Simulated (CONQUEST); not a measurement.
**A series of single points on SnO₂**

System: SnO₂ (P4₂/mnm, 6 atoms in the cell).
Method: Kohn-Sham DFT of a periodic cell, PBEsol, PseudoDojo NC PBEsol, no spin polarisation (CONQUEST 1.3).

The 7 runs differ only in the geometry, by an even scaling of the cell at fixed fractional positions. The structure derives from an entry of the Crystallography Open Database.

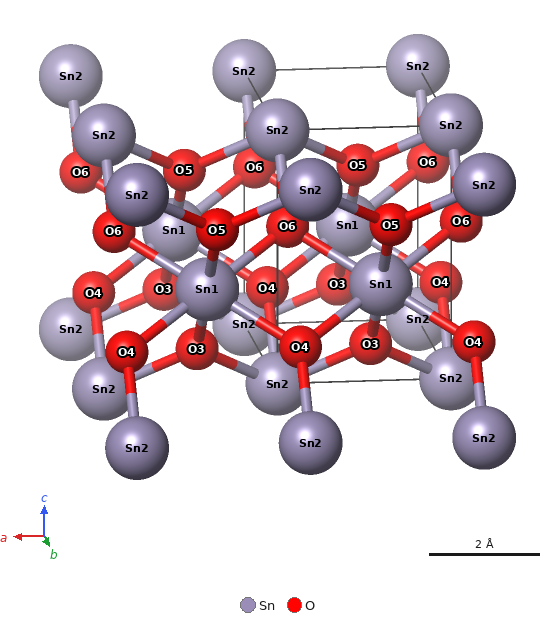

Figure 1. The structure of run 4 (ball-and-stick view of the cell of the calculation, repeated 2 × 2 × 1, seen at an oblique angle; atoms are numbered from 1 in the order of the input). An atom can appear more than once, as a periodic image.

**Input of run 4**
```
IO.Title SnO2
IO.Coordinates coords.dat
IO.FractionalAtomicCoords T
IO.Iprint 2
IO.Iprint_init 1
General.NumberOfSpecies 2
General.PseudopotentialType hamann
AtomMove.TypeOfRun static
AtomMove.FullStress T
Grid.PointsAlongX 36
Grid.PointsAlongY 60
Grid.PointsAlongZ 60
DM.SolutionMethod diagon
Diag.MPMesh T
Diag.GammaCentred T
Diag.MPMeshX 8
Diag.MPMeshY 6
Diag.MPMeshZ 6
Diag.kT 0.00183747
minE.SCTolerance 1e-6
SC.MaxIters 100
IO.AtomChargeOutput T
%block ChemicalSpeciesLabel
1 118.710 Sn
2 16.000 O
%endblock
```

Command:
```bash
OMP_NUM_THREADS=1 Conquest
```

Lattice vectors (Å) and fractional positions of run 4:
```
   3.186500    0.000000    0.000000
   0.000000    4.738000    0.000000
   0.000000    0.000000    4.738000
Sn  0.500000  0.500000  0.500000
Sn  0.000000  0.000000  0.000000
O   0.500000  0.192900  0.192900
O   0.000000  0.692900  0.307100
O   0.500000  0.807100  0.807100
O   0.000000  0.307100  0.692900
```

Run 6 has the same physical settings and fractional positions; its lattice vectors (Å) are:
```
   3.228432    0.000000    0.000000
   0.000000    4.800349    0.000000
   0.000000    0.000000    4.800349
```

**Results, with one run withheld**

```csv
run,volume per atom (Å³),"free energy per atom, from the lowest run given (meV)",pressure (GPa),gap on the mesh (eV)
1,11.207,108.99,28.61,1.68
2,11.445,71.46,22.05,1.42
3,11.684,42.75,16.68,1.17
4,11.922,22.09,11.28,0.94
5,12.161,8.64,6.97,0.71
6,12.399,?,?,?
7,12.637,0.00,−0.95,0.30
```

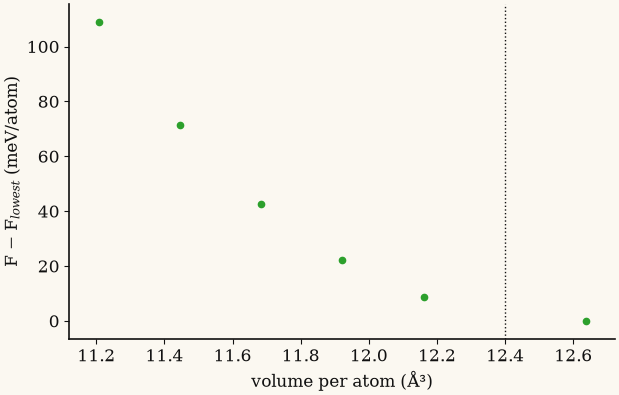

Figure 2. Free energy per atom of the runs given; the dotted line marks run 6.

Fit the runs given and predict run 6.

A cubic polynomial in V^(−2/3) (the Birch–Murnaghan form), fitted to the 6 runs given, misses them by at most 0.05 meV per atom. With x = V^(−2/3) − 0.19264 Å⁻², it reads F = 29.451 + 7663 x + 5.065e+05 x² + 1.3043e+06 x³ (meV per atom). At run 6 it gives 1.48 meV per atom, and the run itself gives 1.38. The slope of the fit gives a pressure −dF/dV of 2.82 GPa there, and the run prints 2.83 GPa. The fit has its minimum at 12.584 Å³ per atom, where V d²F/dV² gives 184 GPa. Cell shape and fractional positions are held, so this is the stiffness under even scaling; the relaxed bulk modulus wasn't computed. The gap on the mesh goes, without turning, from 1.68 eV in run 1 to 0.30 eV in run 7; run 6 has 0.50 eV. These are gaps of this functional on this mesh, which can miss the band edges; they aren't the measured gap.

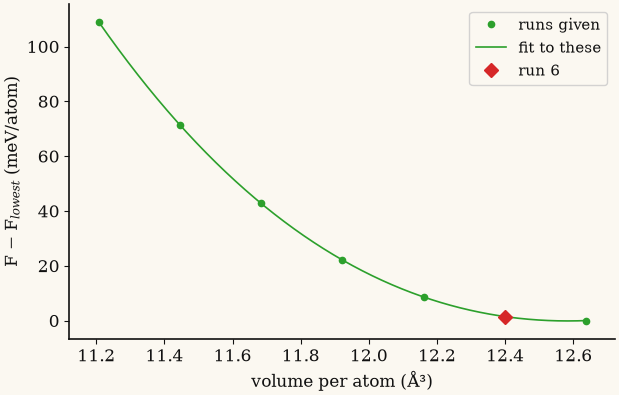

Figure 3. The fit and the withheld run.

**Some lines of the output (run 6)**
```
[...]
          DFT Total Energy                 :      -223.113484405279394 Ha
          Free Energy (E-TS)               :      -223.168101619554108 Ha
          DFT Total Energy                 :      -223.165996757205619 Ha
          Free Energy (E-TS)               :      -223.166480808608412 Ha
          DFT Total Energy                 :      -223.166390890724216 Ha
          Free Energy (E-TS)               :      -223.166422263925483 Ha
          DFT Total Energy                 :      -223.166416803646115 Ha
          Free Energy (E-TS)               :      -223.166420823830492 Ha
          DFT Total Energy                 :      -223.166418493066487 Ha
          Free Energy (E-TS)               :      -223.166420480486266 Ha
          DFT Total Energy                 :      -223.166419065351988 Ha
      | Free Energy as E-TS      =      -223.166420480486266 Ha
      |* DFT total energy        =      -223.166419065351988 Ha
    force: Average pressure:      2.82704804 GPa
```

Notes: With a small basis of atomic orbitals these values can differ much from converged plane-wave results.
